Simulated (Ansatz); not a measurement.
Geometry relaxation, with input and output: Ta$_{12}$C (part 3 of 3)

Ta$_{12}$C (slab, 13 atoms in the cell); DFT PBE, scalar-relativistic, plane waves, PAW, PAW set soft_1, no spin polarisation (Ansatz 0.2.0); cutoff 420 eV, 5×5×1 k-mesh, Gaussian smearing of 0.1 eV. The structure derives from an entry of the Crystallography Open Database. The input holds or restrains some coordinates.

Geometry of the input (Å; fractional positions):
```
5.9724  0.0000  0.0000
0.0000  5.9724  0.0000
0.0000  0.0000  19.6754
Ta 0.2500  0.2500  0.2033
Ta 0.2500  0.7500  0.2033
Ta 0.7500  0.2500  0.2033
Ta 0.7500  0.7500  0.2033
Ta 0.0000  0.0000  0.3094
Ta 0.0000  0.5000  0.3094
Ta 0.5000  0.0000  0.3094
Ta 0.5000  0.5000  0.3094
Ta 0.2500  0.2500  0.4155
Ta 0.2500  0.7500  0.4155
Ta 0.7500  0.2500  0.4155
Ta 0.7500  0.7500  0.4155
C  0.4167  0.4167  0.4928
```

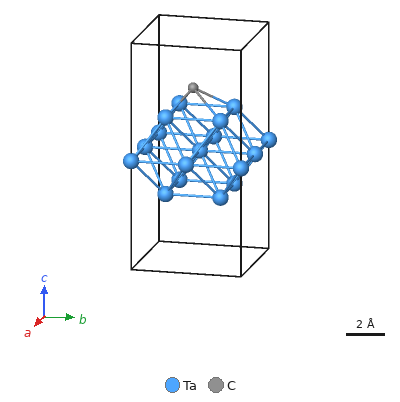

**Figure 1.** The geometry at step 5 of the log (ball-and-stick view of the cell of the calculation, with the vacuum cut short, seen slightly off an axis).

Key numbers

```csv
quantity,value
outcome,converged under the restraints of the input
electrons treated,160
free energy,−119434.8789 eV
"work function, top face",4.89 eV
"work function, bottom face",4.54 eV
Fermi energy,2.970 eV
gap on the k-point mesh,none (metallic)
final volume,701.80 Å³
work function (upper face),4.89 eV
"largest force (length of the vector) at the end, held atoms and coordinates included",5.061 eV/Å
hardware,"4 threads of Intel Xeon @ 2.50GHz (Skylake/Cascade Lake), 64 GiB of memory available, shared host"
wall time,90 s (CPU time 5.7 min)
peak memory,1.8 GiB
```

Remarks

Warnings of the run: the exchange-correlation potential is rough where the density is thin. Spin–orbit coupling is left out, which matters for Ta.
